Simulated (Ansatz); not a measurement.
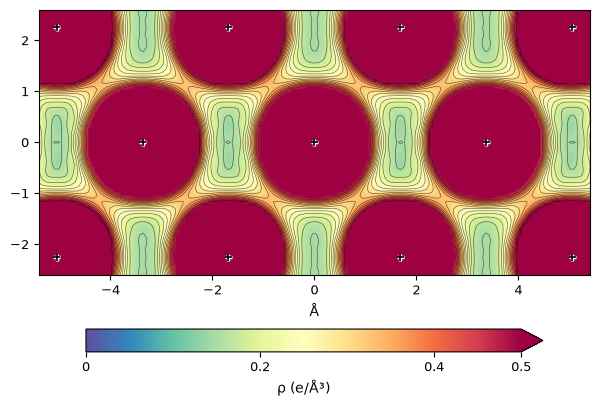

The valence electron density on a plane through atoms (crosses mark nuclei in the plane).

Computed with DFT PBEsol, scalar-relativistic, plane waves, PAW in Ansatz.

Candidates:
A. Au, a = 3.37 Å, b = 3.37 Å, c = 2.99 Å, α = 90.00°, β = 90.00°, γ = 90.00°. Space group I4/mmm; a structure from a database of computed crystals, not necessarily the ambient phase; changed on purpose from its base cell (biaxial strain in the a-b plane, c and atoms relaxed: +4.0 %).
B. Ti2O, a = 2.95 Å, b = 2.95 Å, c = 4.72 Å, α = 90.00°, β = 90.00°, γ = 120.00°. Space group P-3m1; computed without spin polarisation.
C. VN2, a = 4.18 Å, b = 4.18 Å, c = 4.80 Å, α = 90.00°, β = 90.00°, γ = 90.00°. Space group I4/mcm; changed on purpose from its base cell (volume × 0.94, shape and atoms relaxed); computed pressure about 24 GPa in this cell; computed without spin polarisation.

Question: Which system is this?

Answer: Candidate A: Au on the (101̄) plane of the conventional cell, which holds Au. Au–Au (2.81 Å): the density is about 0.33 e/Å³ at the midpoint.
